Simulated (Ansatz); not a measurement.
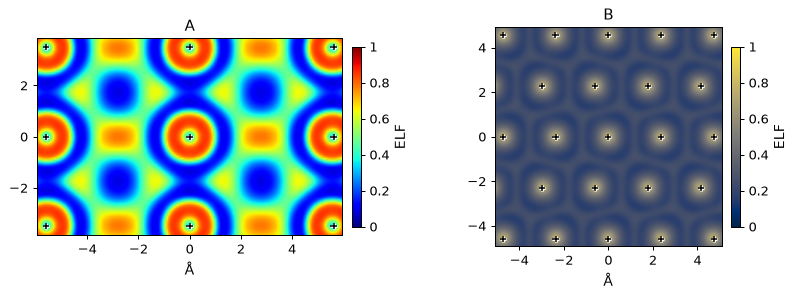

The electron localisation function of 2 systems, each on a plane through atoms (crosses mark nuclei in the plane).

Method: DFT, LDA (PW92), plane waves (420 eV) with PAW, scalar-relativistic in Ansatz.

System 1: Y, the (010) plane of the conventional cell. Space group P6/mmm; set up as Y, omega (AlB2-type); a generated structure, not necessarily the stable one; changed on purpose from its base cell (volume × 1.08); computed pressure about −3 GPa in this cell; computed without spin polarisation.

```
Y
1.0
     5.61844    0.00000    0.00000
    -2.80922    4.86571    0.00000
     0.00000    0.00000    3.49807
Y
3
Direct
  0.00000 0.00000 0.00000
  0.33333 0.66667 0.50000
  0.66667 0.33333 0.50000
```

System 2: Ni, the (011) plane of the conventional cell. Space group Fddd; set up as Ni, beta-Sn type; a generated structure, not necessarily the stable one; computed without spin polarisation.

```
Ni
1.0
     0.00041    0.00041    2.36838
    -2.98486   -2.98486   -0.00151
     5.73835   -5.73835    0.00000
Ni
8
Cartesian
  -1.4924 -1.4924 -0.0008
  1.3770 -4.3614 1.1834
  2.8692 -2.8692 0.0000
  0.0002 0.0002 1.1842
  -0.8037 -3.6734 0.5910
  2.0657 -6.5424 1.7752
  3.5579 -5.0502 0.5917
  0.6890 -2.1808 1.7759
```

Q: Which map belongs to which system?

A: Panel A is system 1, Y: the plane holds Y. Y–Y (3.50 Å): the ELF is about 0.15 at the midpoint: no shared electron pair shows on this line. Panel B is system 2, Ni: the plane holds Ni. Ni–Ni (2.37 Å): the ELF is about 0.25 at the midpoint; no localised pair shows between them.
